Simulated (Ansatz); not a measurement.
## Geometry relaxation, with input and output: HfO₂ (part 2 of 2)

HfO₂ (P2₁/c, 12 atoms in the cell); DFT PBE, scalar-relativistic, plane waves, PAW, no spin polarisation (Ansatz 0.2.0); cutoff 420 eV, 4×4×4 k-mesh, Gaussian smearing of 0.02 eV. The structure derives from a Materials Project entry.

Geometry of the input (Å; fractional positions):
```
5.1573  0.0000  -0.0019
0.0000  5.2165  0.0000
-0.8890  0.0000  5.2687
Hf 0.2758  0.4574  0.7082
Hf 0.7242  0.9574  0.7918
Hf 0.7242  0.5426  0.2918
Hf 0.2758  0.0426  0.2082
O  0.4487  0.7424  0.9776
O  0.5513  0.2424  0.5224
O  0.5513  0.2576  0.0224
O  0.4487  0.7576  0.4776
O  0.0681  0.3306  0.3466
O  0.9319  0.8306  0.1534
O  0.9319  0.6694  0.6534
O  0.0681  0.1694  0.8466
```

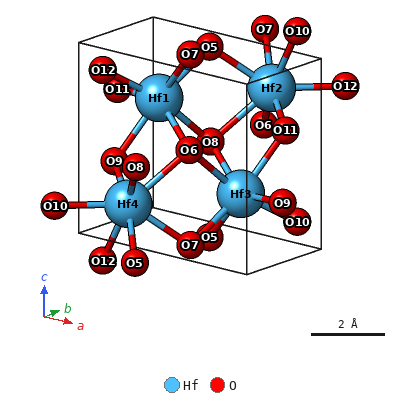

*The geometry at step 4 of the log (ball-and-stick view of the cell of the calculation, seen slightly off an axis; bonded neighbours outside the cell are drawn too; atoms are numbered from 1 in the order of the input).*

## The program's output, continued
```
SCF iter   1: F=—  HF=-67446.719948 eV  |F-HF|=—  |Δ(HF+E_count)|=         —  Δρ=2.77e-5  dr2=6.71e-8  ethr=6.41e-8  ⟨swp⟩=4.0  Hψ=17305  notcnv=0
SCF iter   2: F=—  HF=-67446.719913 eV  |F-HF|=—  |Δ(HF+E_count)|=   3.54e-5  Δρ=1.39e-5  dr2=1.92e-8  ethr=4.42e-11  ⟨swp⟩=3.0  Hψ=6196  notcnv=0
SCF iter   3: F=—  HF=-67446.719915 eV  |F-HF|=—  |Δ(HF+E_count)|=   1.88e-6  Δρ=5.37e-6  dr2=2.66e-9  ethr=1.26e-11  ⟨swp⟩=2.0  Hψ=4297  notcnv=0
SCF iter   4: F=-67446.719915 eV  HF=-67446.719915 eV  |F-HF|=5.82e-11  |Δ(HF+E_count)|=   3.07e-7  Δρ=3.38e-7  dr2=9.32e-11  ethr=1.00e-12  ⟨swp⟩=4.0  Hψ=12366  notcnv=0
SCF 7 converged in 4 iterations: F = -67446.719915 eV  dr2 = 9.32e-11
relax step   7: F+E_penalty+E_count = -67446.71991506 eV  Δ(F+E_penalty+E_count) = -7.513e-4 eV  max|allowed force component| = 3.069e-3 eV/Å  Δτ_max = 0.0000 Å  P = +0.023 GPa  Ω = 141.920 Å³  stress off target by 3.91e-2 GPa  SCF on the basis re-selected at this cell (its energy is not comparable with the rows above)  (4 SCF iters)
basis re-selected at this cell: Δ(F+E_penalty+E_count) = -7.513e-4 eV, ΔP = +0.011 GPa vs the last step (what re-selecting the basis moved, of the pressure what is left beyond the Pulay correction that the steps carried, after the strain that the cell walked since its last selection, with what the two solves' SCF thresholds leave and, on support functions, any second-order correction that the steps lacked; it is no measure of the basis error at this ecutwfc). This SCF's stress stands 3.91e-2 GPa from its target on what of the cell is left free (relax.cell.stress_tol is 5.00e-2 GPa) and its largest allowed force component is 3.07e-3 eV/Å (relax.f_tol is 5.00e-3 eV/Å): within both
SCF converged after 4 iterations
Free energy (F): -67446.719915 eV
Harris-Foulkes:  -67446.719915 eV  (|F-HF|=5.82e-11)
Internal energy: -67446.719915 eV  (E = F + TS)
E sigma→0 (E₀):  -67446.719915 eV
Fermi energy:    15.713564 eV
--- Per-component energies (eV) ---
  E_band       = -65.869796
  E_kinetic    = 3083.600749
  E_local      = -24891.793926  (includes V_loc(G=0)·N_el)
  E_nonlocal   = -4588.408715
  E_hartree    = 11366.263391
  E_xc         = -1789.863925
  E_vxc        = -1817.433340  (∫ρ·V_xc dr)
  E_paw        = -28972.829264  (= ΣΔE_a)
  E_vpaw       = 5415.619510  (= ΣTr[D̂ρ^β])
  E_aug_tail   = 0.019861  (compensation charges beyond the density's cutoff)
  E_ewald      = -21653.708085
  E_smearing   = -0.000000  (= −TS)
  E_closure    = -0.000000  (closes the sum)
  Σ components = -67446.719915   (vs F -67446.719915, Δ=0.00e0)
--- Forces (eV/Å), atoms counted from 1 ---
  atom   1  Hf     0.00306893     0.00250198     0.00052793
  atom   2  Hf    -0.00306893     0.00250198    -0.00052793
  atom   3  Hf    -0.00306893    -0.00250198    -0.00052793
  atom   4  Hf     0.00306893    -0.00250198     0.00052793
  atom   5  O     -0.00096645    -0.00014193    -0.00031528
  atom   6  O      0.00096645    -0.00014193     0.00031528
  atom   7  O      0.00096645     0.00014193     0.00031528
  atom   8  O     -0.00096645     0.00014193    -0.00031528
  atom   9  O     -0.00045369     0.00058172     0.00056994
  atom  10  O      0.00045369     0.00058172    -0.00056994
  atom  11  O      0.00045369    -0.00058172    -0.00056994
  atom  12  O     -0.00045369    -0.00058172     0.00056994
  max |Σ_I F_I| component: 0.00e0 eV/Å
--- Stress (GPa, compression-positive) ---
        0.032402       0.000000       0.007727
        0.000000       0.006426       0.000000
        0.007727       0.000000       0.030121
  P = ⅓ Tr σ = 0.0230 GPa (0.230 kbar)
--- Band table (eV; the first three rows and the last of 30) ---
  k-point 0: bands = ["-46.7710", "-46.7533", "-46.7508", "-46.7501", "-15.8114", "-15.7859", "-15.7591", "-15.5944", "-15.5272", "-15.4946", "-15.4708", "-15.4365", "-15.4087", "-15.4086", "-15.3578", "-15.3069", "-4.2915", "-2.9983", "-2.8827", "-2.8298", "-2.4080", "-2.3972", "-2.2961", "-2.2054", "3.3372", "3.3460", "3.3489", "3.3494", "3.3562", "3.3570", "3.3627", "3.3660", "3.3671", "3.3683", "3.3707", "3.3725", "3.3746", "3.3749", "3.3765", "3.3807", "3.3868", "3.3872", "3.3886", "3.3912", "3.3951", "3.4005", "3.4041", "3.4121", "3.4200", "3.4321", "3.4441", "3.4786", "8.3167", "8.4215", "8.9324", "9.1454", "9.2402", "9.5718", "10.3313", "10.6395", "10.8098", "10.9814", "11.0039", "11.1329", "11.6664", "11.8261", "11.8454", "11.9023", "12.0803", "12.5731", "12.5783", "12.6936", "13.1386", "13.1939", "13.4859", "13.6932", "18.2230", "18.6857", "18.7940", "19.1450", "19.3202", "19.4470", "19.6382", "19.8507", "20.0886", "20.2442", "20.6998", "20.8973", "21.1238", "21.5283", "21.8373", "22.3206"]
  k-point 1: bands = ["-46.7683", "-46.7555", "-46.7508", "-46.7506", "-15.7753", "-15.7359", "-15.7307", "-15.6262", "-15.5708", "-15.4726", "-15.4725", "-15.4603", "-15.4122", "-15.3957", "-15.3661", "-15.3566", "-4.0691", "-2.9994", "-2.9403", "-2.8222", "-2.5129", "-2.3919", "-2.3727", "-2.2408", "3.3363", "3.3426", "3.3488", "3.3513", "3.3532", "3.3571", "3.3644", "3.3652", "3.3668", "3.3690", "3.3704", "3.3729", "3.3734", "3.3754", "3.3772", "3.3834", "3.3837", "3.3875", "3.3886", "3.3916", "3.3973", "3.3984", "3.4114", "3.4122", "3.4205", "3.4300", "3.4396", "3.4654", "8.5065", "8.7250", "9.2232", "9.2761", "9.5123", "9.7425", "10.0877", "10.4077", "10.4462", "10.9171", "11.1392", "11.2034", "11.4577", "11.6936", "11.7063", "11.9563", "12.1970", "12.3024", "12.4066", "12.8251", "12.8858", "13.0908", "13.3045", "13.4662", "18.2811", "18.5473", "18.7099", "19.1632", "19.5040", "19.5830", "20.0583", "20.1066", "20.2772", "20.3862", "20.5193", "20.9444", "21.3885", "21.6907", "21.7154", "22.3565"]
  k-point 2: bands = ["-46.7618", "-46.7618", "-46.7508", "-46.7508", "-15.6915", "-15.6915", "-15.6771", "-15.6771", "-15.5823", "-15.5823", "-15.4405", "-15.4405", "-15.4202", "-15.4202", "-15.3822", "-15.3822", "-3.5224", "-3.5224", "-2.8343", "-2.8343", "-2.4847", "-2.4847", "-2.3532", "-2.3532", "3.3367", "3.3367", "3.3518", "3.3518", "3.3566", "3.3566", "3.3637", "3.3637", "3.3655", "3.3655", "3.3702", "3.3702", "3.3768", "3.3768", "3.3803", "3.3803", "3.3831", "3.3831", "3.3887", "3.3887", "3.4022", "3.4022", "3.4207", "3.4207", "3.4257", "3.4257", "3.4373", "3.4373", "9.0128", "9.0128", "9.4912", "9.4912", "9.6385", "9.6385", "10.2042", "10.2042", "10.5551", "10.5551", "10.9235", "10.9235", "11.3684", "11.3684", "11.8264", "11.8264", "12.1609", "12.1609", "12.6725", "12.6725", "12.8557", "12.8557", "13.1959", "13.1959", "18.4023", "18.4023", "18.8456", "18.8456", "19.7024", "19.7024", "20.2597", "20.2597", "20.3872", "20.3872", "21.1600", "21.1600", "21.4203", "21.4203", "22.2804", "22.2804"]
  k-point 29: bands = ["-46.7590", "-46.7590", "-46.7536", "-46.7536", "-15.7897", "-15.7897", "-15.7642", "-15.7642", "-15.4718", "-15.4718", "-15.4091", "-15.4091", "-15.4050", "-15.4050", "-15.3487", "-15.3487", "-3.4409", "-3.4409", "-3.1369", "-3.1369", "-2.3223", "-2.3223", "-2.2901", "-2.2901", "3.3455", "3.3455", "3.3499", "3.3499", "3.3585", "3.3585", "3.3585", "3.3585", "3.3736", "3.3736", "3.3740", "3.3740", "3.3762", "3.3762", "3.3824", "3.3824", "3.3844", "3.3844", "3.3845", "3.3845", "3.3943", "3.3943", "3.4081", "3.4081", "3.4239", "3.4239", "3.4388", "3.4388", "9.2963", "9.2963", "9.5135", "9.5135", "9.8409", "9.8409", "10.1602", "10.1602", "10.9147", "10.9147", "10.9799", "10.9799", "11.3869", "11.3869", "11.4320", "11.4320", "12.1184", "12.1184", "12.5072", "12.5072", "12.6619", "12.6619", "12.9586", "12.9586", "18.1778", "18.1778", "18.8689", "18.8689", "19.3208", "19.3208", "19.6951", "19.6951", "20.4878", "20.4878", "20.5949", "20.5949", "21.7986", "21.7986", "22.5752", "22.5752"]
--- Relaxed structure (6 steps of the walk, 5 accepted, 1 SCFs on fresh bases) ---
  F+E_penalty+E_count = -67446.71991506 eV   max|allowed force component| = 3.069e-3 eV/Å   (the final SCF, on the basis selected at the relaxed cell)
  cell:  # Å, volume = 141.9198 Å³
    - [5.160917539648024, 3.1008723150530615e-34, -0.005357139267973179]
    - [4.094913694724225e-34, 5.2121208448561305, -1.4542143368422787e-33]
    - [-0.8931190062643333, -1.5221231183185899e-33, 5.276888988934083]
  atoms:
    - { symbol: Hf, position: [0.275734828515948, 0.45706128247851807, 0.7083732275614834] }
    - { symbol: Hf, position: [0.724265171484052, 0.9570612824785182, 0.7916267724385166] }
    - { symbol: Hf, position: [0.7242651714840519, 0.542938717521482, 0.29162677243851653] }
    - { symbol: Hf, position: [0.27573482851594794, 0.042938717521481956, 0.2083732275614834] }
    - { symbol: O, position: [0.4491836627106145, 0.7427864433799534, 0.9766481039045727] }
    - { symbol: O, position: [0.5508163372893855, 0.2427864433799534, 0.5233518960954274] }
    - { symbol: O, position: [0.5508163372893855, 0.25721355662004664, 0.023351896095427493] }
    - { symbol: O, position: [0.4491836627106145, 0.7572135566200467, 0.4766481039045726] }
    - { symbol: O, position: [0.06711978556184871, 0.32864779094354185, 0.3484185086905984] }
    - { symbol: O, position: [0.9328802144381512, 0.8286477909435421, 0.1515814913094016] }
    - { symbol: O, position: [0.9328802144381514, 0.6713522090564583, 0.6515814913094016] }
    - { symbol: O, position: [0.06711978556184875, 0.17135220905645818, 0.8484185086905986] }
```

## Trajectory as extended XYZ (Å, eV, eV/Å), 7 frames, from step=1 to step=7
```
12
Lattice="5.1573 0.0000 -0.0019 0.0000 5.2165 0.0000 -0.8890 0.0000 5.2687" Properties=species:S:1:pos:R:3:forces:R:3 step=1 energy=-67446.71953 pressure_GPa=0.12
Hf    0.7930    2.3862    3.7306    0.0029  -0.0153   0.0010
Hf    3.0307    4.9945    4.1704   -0.0029  -0.0153  -0.0010
Hf    3.4752    2.8302    1.5361   -0.0029   0.0153  -0.0010
Hf    1.2375    0.2220    1.0963    0.0029   0.0153   0.0010
O     1.4450    3.8729    5.1496    0.0122   0.0095  -0.0067
O     2.3788    1.2646    2.7514   -0.0122   0.0095   0.0067
O     2.8233    1.3436    0.1171   -0.0122  -0.0095   0.0067
O     1.8895    3.9519    2.5153    0.0122  -0.0095  -0.0067
O     0.0429    1.7245    1.8261    0.0083  -0.0024   0.0070
O     4.6699    4.3327    0.8063   -0.0083  -0.0024  -0.0070
O     4.2254    3.4920    3.4407   -0.0083   0.0024  -0.0070
O    -0.4016    0.8838    4.4604    0.0083   0.0024   0.0070
12
Lattice="5.1606 0.0000 -0.0070 0.0000 5.2105 0.0000 -0.8947 0.0000 5.2777" Properties=species:S:1:pos:R:3:forces:R:3 step=2 energy=-67446.71877 pressure_GPa=-0.04 accepted=F
Hf    0.7899    2.3832    3.7362   -0.0006  -0.0120  -0.0065
Hf    3.0286    4.9885    4.1735    0.0006  -0.0120   0.0065
Hf    3.4760    2.8273    1.5346    0.0006   0.0120   0.0065
Hf    1.2372    0.2220    1.0973   -0.0006   0.0120  -0.0065
O     1.4423    3.8704    5.1552   -0.0045  -0.0166  -0.0128
O     2.3762    1.2651    2.7545    0.0045  -0.0166   0.0128
O     2.8235    1.3401    0.1156    0.0045   0.0166   0.0128
O     1.8897    3.9453    2.5163   -0.0045   0.0166  -0.0128
O     0.0414    1.7223    1.8304   -0.0084  -0.0105   0.0048
O     4.6718    4.3276    0.8015    0.0084  -0.0105  -0.0048
O     4.2245    3.4882    3.4403    0.0084   0.0105  -0.0048
O    -0.4060    0.8829    4.4693   -0.0084   0.0105   0.0048
12
Lattice="5.1596 0.0000 -0.0042 0.0000 5.2145 0.0000 -0.8917 0.0000 5.2729" Properties=species:S:1:pos:R:3:forces:R:3 step=3 energy=-67446.71923 pressure_GPa=-0.01
Hf    0.7917    2.3849    3.7332    0.0014  -0.0114  -0.0012
Hf    3.0304    4.9921    4.1719   -0.0014  -0.0114   0.0012
Hf    3.4762    2.8296    1.5355   -0.0014   0.0114   0.0012
Hf    1.2375    0.2224    1.0968    0.0014   0.0114  -0.0012
O     1.4444    3.8722    5.1517    0.0045  -0.0005  -0.0076
O     2.3777    1.2650    2.7534   -0.0045  -0.0005   0.0076
O     2.8235    1.3423    0.1170   -0.0045   0.0005   0.0076
O     1.8902    3.9495    2.5153    0.0045   0.0005  -0.0076
O     0.0420    1.7235    1.8284    0.0001  -0.0063   0.0049
O     4.6717    4.3307    0.8038   -0.0001  -0.0063  -0.0049
O     4.2258    3.4910    3.4402   -0.0001   0.0063  -0.0049
O    -0.4038    0.8838    4.4649    0.0001   0.0063   0.0049
12
Lattice="5.1593 0.0000 -0.0040 0.0000 5.2125 0.0000 -0.8914 0.0000 5.2756" Properties=species:S:1:pos:R:3:forces:R:3 step=4 energy=-67446.71936 pressure_GPa=0.05
Hf    0.7910    2.3842    3.7362    0.0098  -0.0135  -0.0026
Hf    3.0312    4.9905    4.1733   -0.0098  -0.0135   0.0026
Hf    3.4769    2.8283    1.5355   -0.0098   0.0135   0.0026
Hf    1.2367    0.2220    1.0983    0.0098   0.0135  -0.0026
O     1.4457    3.8718    5.1519    0.0030  -0.0029  -0.0032
O     2.3765    1.2655    2.7575   -0.0030  -0.0029   0.0032
O     2.8222    1.3407    0.1197   -0.0030   0.0029   0.0032
O     1.8914    3.9470    2.5141    0.0030   0.0029  -0.0032
O     0.0381    1.7163    1.8357    0.0010  -0.0055  -0.0021
O     4.6755    4.3225    0.7982   -0.0010  -0.0055   0.0021
O     4.2298    3.4962    3.4360   -0.0010   0.0055   0.0021
O    -0.4076    0.8900    4.4735    0.0010   0.0055  -0.0021
12
Lattice="5.1609 0.0000 -0.0046 0.0000 5.2119 0.0000 -0.8924 0.0000 5.2773" Properties=species:S:1:pos:R:3:forces:R:3 step=5 energy=-67446.71911 pressure_GPa=-0.02
Hf    0.7910    2.3831    3.7371   -0.0061  -0.0081  -0.0016
Hf    3.0313    4.9890    4.1743    0.0061  -0.0081   0.0016
Hf    3.4775    2.8288    1.5356    0.0061   0.0081   0.0016
Hf    1.2372    0.2229    1.0984   -0.0061   0.0081  -0.0016
O     1.4463    3.8714    5.1519    0.0022   0.0003   0.0017
O     2.3761    1.2655    2.7595   -0.0022   0.0003  -0.0017
O     2.8222    1.3405    0.1208   -0.0022  -0.0003  -0.0017
O     1.8925    3.9464    2.5132    0.0022  -0.0003   0.0017
O     0.0358    1.7132    1.8384    0.0032  -0.0031  -0.0008
O     4.6789    4.3191    0.7956   -0.0032  -0.0031   0.0008
O     4.2327    3.4987    3.4343   -0.0032   0.0031   0.0008
O    -0.4103    0.8928    4.4771    0.0032   0.0031  -0.0008
12
Lattice="5.1609 0.0000 -0.0054 0.0000 5.2121 0.0000 -0.8931 0.0000 5.2769" Properties=species:S:1:pos:R:3:forces:R:3 step=6 energy=-67446.71916 pressure_GPa=0.01
Hf    0.7904    2.3823    3.7365    0.0030   0.0025   0.0006
Hf    3.0309    4.9883    4.1734   -0.0030   0.0025  -0.0006
Hf    3.4774    2.8299    1.5350   -0.0030  -0.0025  -0.0006
Hf    1.2369    0.2238    1.0981    0.0030  -0.0025   0.0006
O     1.4459    3.8715    5.1513   -0.0010  -0.0001  -0.0004
O     2.3753    1.2654    2.7587    0.0010  -0.0001   0.0004
O     2.8219    1.3406    0.1203    0.0010   0.0001   0.0004
O     1.8925    3.9467    2.5128   -0.0010   0.0001  -0.0004
O     0.0352    1.7130    1.8382   -0.0005   0.0006   0.0006
O     4.6791    4.3190    0.7949    0.0005   0.0006  -0.0006
O     4.2326    3.4992    3.4333    0.0005  -0.0006  -0.0006
O    -0.4113    0.8931    4.4767   -0.0005  -0.0006   0.0006
12
Lattice="5.1609 0.0000 -0.0054 0.0000 5.2121 0.0000 -0.8931 0.0000 5.2769" Properties=species:S:1:pos:R:3:forces:R:3 step=7 energy=-67446.71991 pressure_GPa=0.02
Hf    0.7904    2.3823    3.7365    0.0031   0.0025   0.0005
Hf    3.0309    4.9883    4.1734   -0.0031   0.0025  -0.0005
Hf    3.4774    2.8299    1.5350   -0.0031  -0.0025  -0.0005
Hf    1.2369    0.2238    1.0981    0.0031  -0.0025   0.0005
O     1.4459    3.8715    5.1513   -0.0010  -0.0001  -0.0003
O     2.3753    1.2654    2.7587    0.0010  -0.0001   0.0003
O     2.8219    1.3406    0.1203    0.0010   0.0001   0.0003
O     1.8925    3.9467    2.5128   -0.0010   0.0001  -0.0003
O     0.0352    1.7130    1.8382   -0.0005   0.0006   0.0006
O     4.6791    4.3190    0.7949    0.0005   0.0006  -0.0006
O     4.2326    3.4992    3.4333    0.0005  -0.0006  -0.0006
O    -0.4113    0.8931    4.4767   -0.0005  -0.0006   0.0006
```

## Summary

| quantity | value |
| --- | --- |
| outcome | converged |
| space group (tolerance 0.01 Å) | P2₁/c (14) |
| electrons treated | 152 |
| free energy | −67446.7199 eV |
| Fermi energy | 15.714 eV |
| gap on the k-point mesh | 4.04 eV |
| pressure | 0.02 GPa |
| final volume | 141.92 Å³ |
| largest force (length of the vector) at the end | 0.004 eV/Å |
| final cell | a = 5.161 Å, b = 5.212 Å, c = 5.352 Å, α = 90.00°, β = 99.67°, γ = 90.00° |
| hardware | 8 threads of Arm Neoverse V1, 24 GiB of memory available, shared host |
| wall time | 27 s (CPU time 3.5 min) |
| peak memory | 0.98 GiB |

## Remarks

Spin–orbit coupling is left out, which matters for Hf.
